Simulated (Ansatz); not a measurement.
# WS₂: geometry relaxation (part 2 of 2)

WS₂ (3 atoms in the cell); DFT PBEsol, scalar-relativistic, plane waves, PAW, no spin polarisation (Ansatz 0.2.0); cutoff 420 eV, 12×12×12 k-mesh, Gaussian smearing of 0.02 eV. The structure derives from an entry of the Crystallography Open Database.

Geometry of the input (Å; fractional positions):
```
1.5790  0.9116  6.1633
-1.5790  0.9116  6.1633
0.0000  -1.8233  6.1633
W  0.0000  0.0000  0.0000
S  0.7503  0.7503  0.7503
S  0.5810  0.5810  0.5810
```

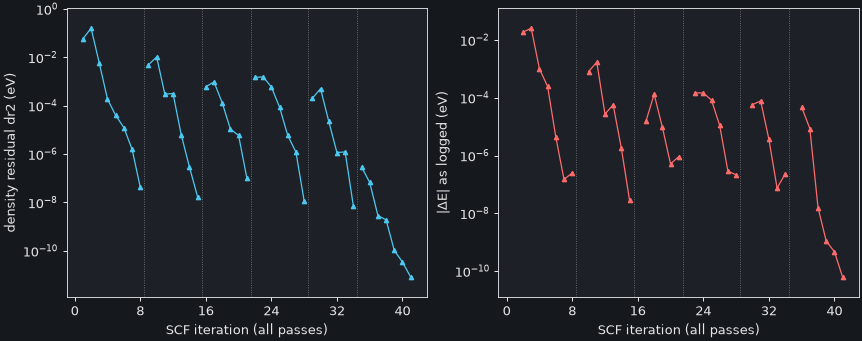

*Convergence of the self-consistent field: density residual dr2 and size of the energy change against the SCF iteration. The dotted lines part the SCF passes of the relaxation: geometry steps, rejected trials and re-solves on a re-selected basis.*

The 6 passes take 6 to 8 iterations each, 41 in all.

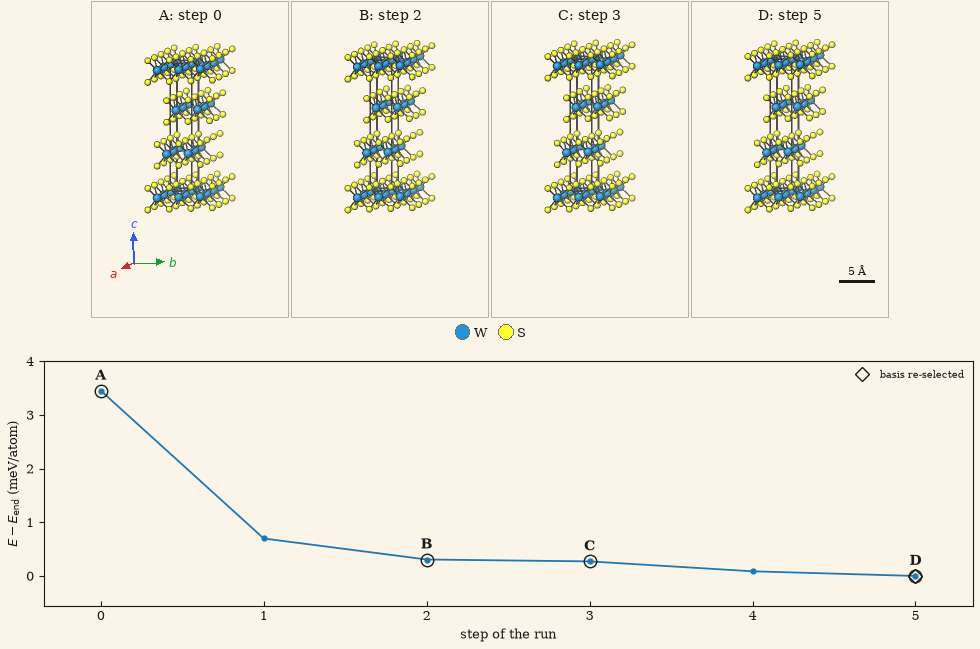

*Frames of the relaxation (ball-and-stick view of the cell 3 times as large as that of the calculation, set on its symmetry axes, repeated 3 × 2 × 1, with bonded neighbours outside it, seen slightly off an axis) above the curves, on which the letters mark them (the first geometry is step 0 here and step 1 in the log).*

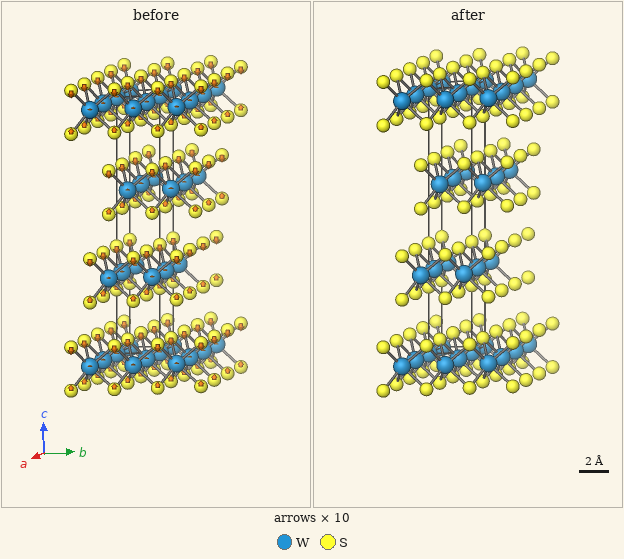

*Before (left) and after (right) the relaxation, at one scale (ball-and-stick view of the cell 3 times as large as that of the calculation, set on its symmetry axes, repeated 3 × 2 × 1, with bonded neighbours outside it, seen slightly off an axis). The orange arrows give the displacements (without the part carried along by the change of the cell), magnified 10 times.*

S3 moves most relative to the cell: 0.057 Å. By element the largest moves are S 0.057 Å, W 0.013 Å. The volume changes by +2.7 %, with a = b 3.158 → 3.148 Å (−0.3 %), c 18.490 → 19.111 Å (+3.4 %). Distances before and after: W1–S3 2.415 → 2.399 Å, W1–S2 2.391 → 2.399 Å. The space group stays R3m (No. 160). After 4 geometry steps the energy has fallen by 3.4 meV per atom. Largest force component: 0.6 eV/Å at the start, 0.00058 eV/Å at the end. The pressure goes from −0.63 to −0.01 GPa. A last SCF at the same geometry on a re-selected plane-wave basis shifts the energy by −0.1 meV per atom. (Atoms are counted from 1 in the order of the input.)

```
basis re-selected at this cell: Δ(F+E_penalty+E_count) = -2.596e-4 eV, ΔP = +0.003 GPa vs the last step (what re-selecting the basis moved, of the pressure what is left beyond the Pulay correction that the steps carried, after the strain that the cell walked since its last selection, with what the two solves' SCF thresholds leave and, on support functions, any second-order correction that the steps lacked; it is no measure of the basis error at this ecutwfc). This SCF's stress stands 2.17e-2 GPa from its target on what of the cell is left free (relax.cell.stress_tol is 5.00e-2 GPa) and its largest allowed force component is 5.78e-4 eV/Å (relax.f_tol is 5.00e-3 eV/Å): within both
SCF converged after 7 iterations
Free energy (F): -12029.076455 eV
Harris-Foulkes:  -12029.076455 eV  (|F-HF|=0.00e0)
Internal energy: -12029.076455 eV  (E = F + TS)
E sigma→0 (E₀):  -12029.076455 eV
Fermi energy:    11.630404 eV
--- Per-component energies (eV) ---
  E_band       = -200.543962
  E_kinetic    = 666.958786
  E_local      = -1904.171519  (includes V_loc(G=0)·N_el)
  E_nonlocal   = 60.337223
  E_hartree    = 764.410111
  E_xc         = -458.762608
  E_vxc        = -415.066611  (∫ρ·V_xc dr)
  E_paw        = -9604.530556  (= ΣΔE_a)
  E_vpaw       = -137.422128  (= ΣTr[D̂ρ^β])
  E_aug_tail   = -0.000066  (compensation charges beyond the density's cutoff)
  E_ewald      = -1553.663516
  E_core_change = 0.345691  (= ΣΔE_core)
  E_smearing   = -0.000000  (= −TS)
  E_closure    = 0.000000  (closes the sum)
  Σ components = -12029.076455   (vs F -12029.076455, Δ=0.00e0)
--- Forces (eV/Å), atoms counted from 1 ---
  atom   1  W      0.00000000    -0.00000000     0.00008080
  atom   2  S     -0.00000000     0.00000000    -0.00057847
  atom   3  S      0.00000000    -0.00000000     0.00049763
  max |Σ_I F_I| component: 3.67e-8 eV/Å
--- Stress (GPa, compression-positive) ---
       -0.021741       0.000000       0.000000
        0.000000      -0.021741       0.000000
        0.000000       0.000000       0.008561
  P = ⅓ Tr σ = -0.0116 GPa (-0.116 kbar)
--- Band table (eV; the first three rows and the last of 189) ---
  k-point 0: bands = ["-63.3180", "-27.6324", "-27.4354", "-27.4354", "-4.4493", "-2.5337", "3.6143", "7.6711", "7.6711", "8.9385", "8.9385", "9.3881", "9.9300", "13.4700", "13.4700", "13.7286", "13.7286"]
  k-point 1: bands = ["-63.3167", "-27.6277", "-27.4615", "-27.4414", "-4.3275", "-2.4958", "3.7625", "7.3642", "7.7913", "8.3910", "8.7477", "9.6316", "9.9758", "13.3285", "13.4198", "13.6133", "13.6995"]
  k-point 2: bands = ["-63.3131", "-27.6147", "-27.5323", "-27.4579", "-3.9799", "-2.3877", "4.1650", "6.6547", "7.5819", "8.1236", "8.3054", "9.5695", "9.9188", "12.7030", "13.3935", "13.5642", "14.1839"]
  k-point 188: bands = ["-63.3180", "-27.6324", "-27.4354", "-27.4354", "-4.3003", "-2.8286", "4.4032", "7.4644", "7.6614", "7.6614", "8.9591", "8.9591", "11.0567", "13.5317", "13.5317", "13.6371", "13.6371"]
--- Relaxed structure (5 steps of the walk, 5 accepted, 1 SCFs on fresh bases) ---
  F+E_penalty+E_count = -12029.07645545 eV   max|allowed force component| = 5.785e-4 eV/Å   (the final SCF, on the basis selected at the relaxed cell)
  cell:  # Å, volume = 54.6591 Å³
    - [1.5738034022589598, 0.908635817945759, 6.370464742230543]
    - [-1.5738034022589598, 0.908635817945759, 6.370464742230543]
    - [1.3829626609271255e-17, -1.817271635891518, 6.370464742230543]
  atoms:
    - { symbol: W, position: [-0.0006715136675212937, -0.000671513667521293, -0.000671513667521293] }
    - { symbol: S, position: [0.7479630313973835, 0.7479630313973835, 0.7479630313973835] }
    - { symbol: S, position: [0.5840084822701378, 0.5840084822701378, 0.5840084822701378] }
```

Trajectory as extended XYZ (Å, eV, eV/Å), 6 frames, from step=1 to step=6:
```
3
Lattice="1.5790 0.9116 6.1633 -1.5790 0.9116 6.1633 0.0000 -1.8233 6.1633" Properties=species:S:1:pos:R:3:forces:R:3 step=1 energy=-12029.06610 pressure_GPa=-0.63
W     0.0000    0.0000    0.0000    0.0000   0.0000  -0.5994
S     0.0000    0.0000   13.8730    0.0000   0.0000   0.2309
S     0.0000    0.0000   10.7427    0.0000   0.0000   0.3687
3
Lattice="1.5701 0.9065 6.2688 -1.5701 0.9065 6.2688 0.0000 -1.8130 6.2688" Properties=species:S:1:pos:R:3:forces:R:3 step=2 energy=-12029.07436 pressure_GPa=0.71
W     0.0000    0.0000   -0.0161    0.0000   0.0000   0.1785
S     0.0000    0.0000   14.0948    0.0000   0.0000  -0.0788
S     0.0000    0.0000   10.9583    0.0000   0.0000  -0.0997
3
Lattice="1.5715 0.9073 6.3205 -1.5715 0.9073 6.3205 0.0000 -1.8146 6.3205" Properties=species:S:1:pos:R:3:forces:R:3 step=3 energy=-12029.07554 pressure_GPa=-0.01
W     0.0000    0.0000   -0.0141    0.0000   0.0000   0.0689
S     0.0000    0.0000   14.2003    0.0000   0.0000  -0.1051
S     0.0000    0.0000   11.0572    0.0000   0.0000   0.0361
3
Lattice="1.5768 0.9104 6.3669 -1.5768 0.9104 6.3669 0.0000 -1.8207 6.3669" Properties=species:S:1:pos:R:3:forces:R:3 step=4 energy=-12029.07564 pressure_GPa=-0.14
W     0.0000    0.0000   -0.0137    0.0000   0.0000   0.0427
S     0.0000    0.0000   14.2834    0.0000   0.0000   0.0263
S     0.0000    0.0000   11.1591    0.0000   0.0000  -0.0690
3
Lattice="1.5738 0.9086 6.3705 -1.5738 0.9086 6.3705 0.0000 -1.8173 6.3705" Properties=species:S:1:pos:R:3:forces:R:3 step=5 energy=-12029.07620 pressure_GPa=-0.01
W     0.0000    0.0000   -0.0128    0.0000   0.0000   0.0001
S     0.0000    0.0000   14.2946    0.0000   0.0000  -0.0005
S     0.0000    0.0000   11.1612    0.0000   0.0000   0.0004
3
Lattice="1.5738 0.9086 6.3705 -1.5738 0.9086 6.3705 0.0000 -1.8173 6.3705" Properties=species:S:1:pos:R:3:forces:R:3 step=6 energy=-12029.07646 pressure_GPa=-0.01
W     0.0000    0.0000   -0.0128    0.0000   0.0000   0.0001
S     0.0000    0.0000   14.2946    0.0000   0.0000  -0.0006
S     0.0000    0.0000   11.1612    0.0000   0.0000   0.0005
```

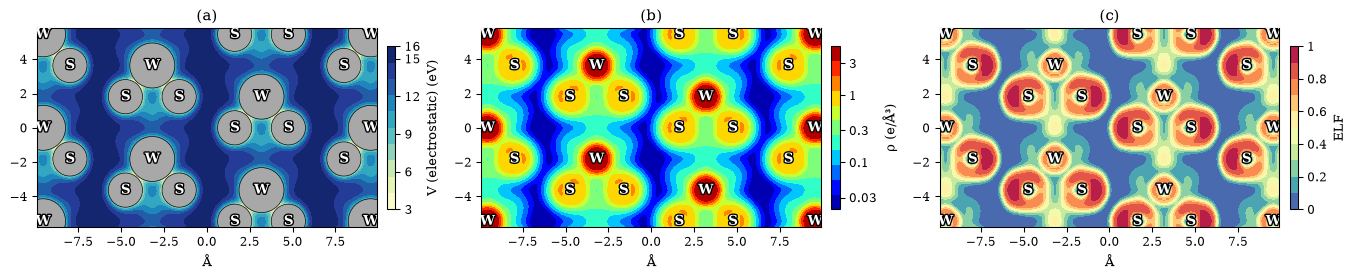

*(a) electrostatic potential energy of an electron; (b) valence electron density; (c) electron localisation function on the (110) plane of the conventional cell. Grey discs, where drawn, cover atomic cores.*

W–S (2.40 Å): ρ is about 0.64 e/Å³ halfway; the ELF is about 0.50 at the midpoint. Away from the nuclei the density in this plane falls to 0.01 e/Å³ at its lowest. The ELF has a maximum of about 0.55 in the space between the atoms. The strong features right at W lie inside the PAW spheres (semicore, d or f shells) and say nothing about bonding. Outside the cores the potential energy rises away from the atoms and is highest about 2.4 Å from the nearest atoms; outside the discs it spans about 13 eV, and its zero is arbitrary. The fields are those of the smooth PAW valence density.

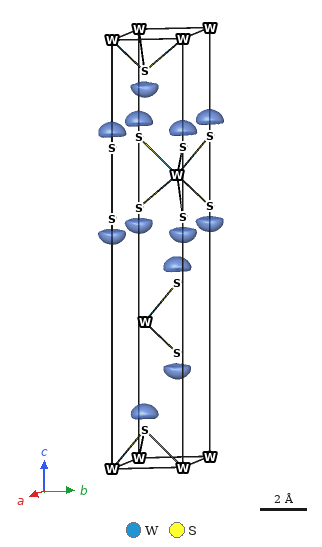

*Isosurface of the electron localisation function at 0.9 (blue), seen slightly off an axis. Core shells and regions of very low density are left out. Sticks mark near contacts. The outline is the cell set on symmetry axes.*

Values along the shortest contacts: W–S (2.40 Å): the ELF is about 0.50 at the midpoint.
